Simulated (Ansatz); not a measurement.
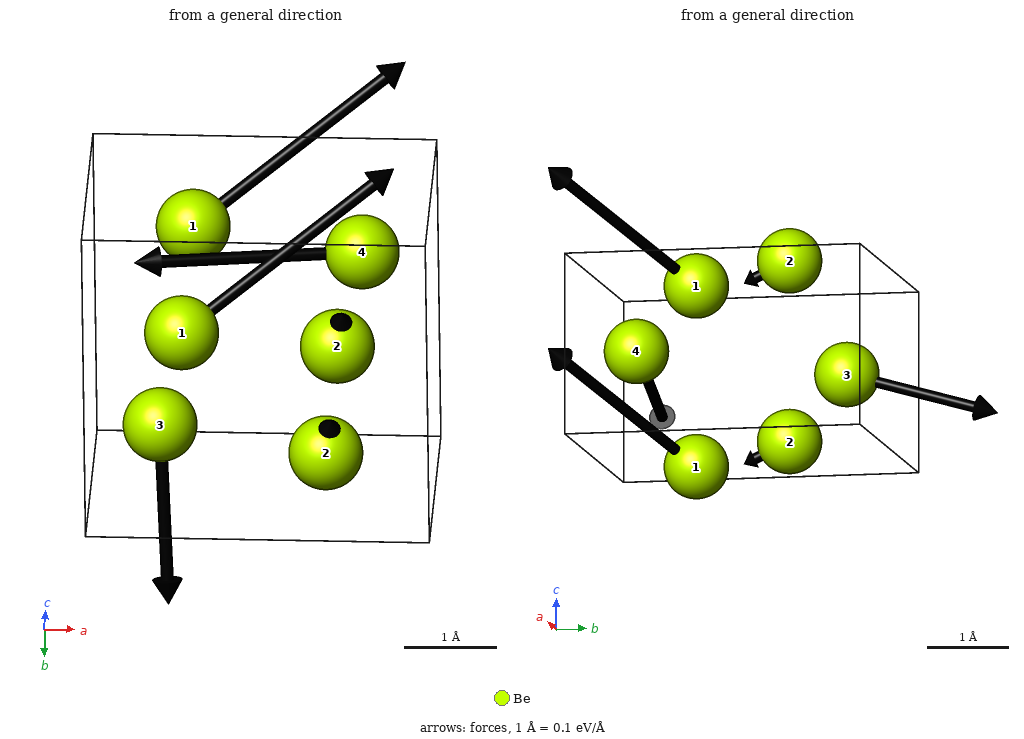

We look at a spheres-only model of the crystal from two general directions. The lines enclose the simulation cell; boundary atoms appear with their images. The arrows are the computed forces on the atoms.

System: Be. Results below were computed with DFT PBEsol, scalar-relativistic, plane waves, PAW in Ansatz; the settings were a 420 eV plane-wave basis, a 10×10×16 k-point grid, Gaussian smearing of 0.1 eV, no spin polarisation.

Could this be the end point of a relaxation?

No. The atoms still feel forces of up to about 0.25 eV/Å, far above a usual threshold of 0.01 to 0.03 eV/Å.

Identify the atom with the maximum force.

Be1, about 0.25 eV/Å.

Its origin is a structure listed in the Materials Project. The cell was then strained or its atoms displaced on purpose. Ansatz was used for an electronic-structure calculation on it.
